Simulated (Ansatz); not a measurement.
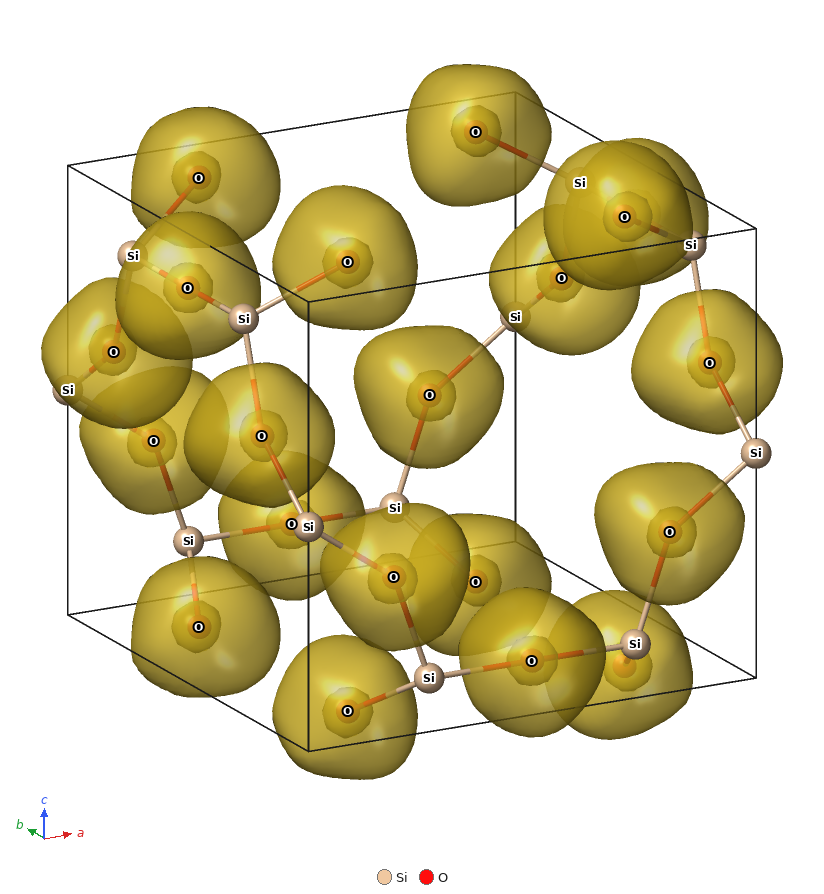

The picture shows: SiO2. Isosurface of the electron localisation function at 0.65 (yellow), seen at an oblique angle. Core shells and regions of very low density are left out. Sticks mark near contacts.

Space group P-4m2; a structure from a database of computed crystals, not necessarily the ambient phase.

These are results of DFT, r2SCAN, plane-wave PAW, default files, scalar-relativistic (Ansatz 0.2.0), not measurements.

In a PAW calculation such maps are meaningful between the atoms, not at the nuclei.

```xyz
15
Lattice="6.9114 0.0000 0.0000 0.0000 6.9114 0.0000 0.0000 0.0000 6.4185" Properties=species:S:1:pos:R:3 pbc="T T T"
Si    1.8635    0.0000    0.7662
Si    0.0000    5.0479    5.6523
Si    0.0000    1.8635    5.6523
Si    5.0479    0.0000    0.7662
Si    0.0000    0.0000    3.2093
O     1.3250    0.0000    2.2878
O     0.0000    5.5864    4.1308
O     0.0000    1.3250    4.1308
O     5.5864    0.0000    2.2878
O     1.3209    1.3209    0.0000
O     1.3209    5.5905    0.0000
O     5.5905    1.3209    0.0000
O     5.5905    5.5905    0.0000
O     3.4557    0.0000    0.7734
O     0.0000    3.4557    5.6451
```

### Identify the bonds, lone pairs and shells in this picture.

At this value the surface marks out ten regions on O in which the atom's valence shell and bonds are merged, counted in one cell of 15 atoms. Any copies at cell faces, edges or corners count once.

Values along the shortest contacts:
Si–O (1.59 Å): the ELF peaks at about 0.85 between the atoms, as expected for a shared but strongly polarised pair.
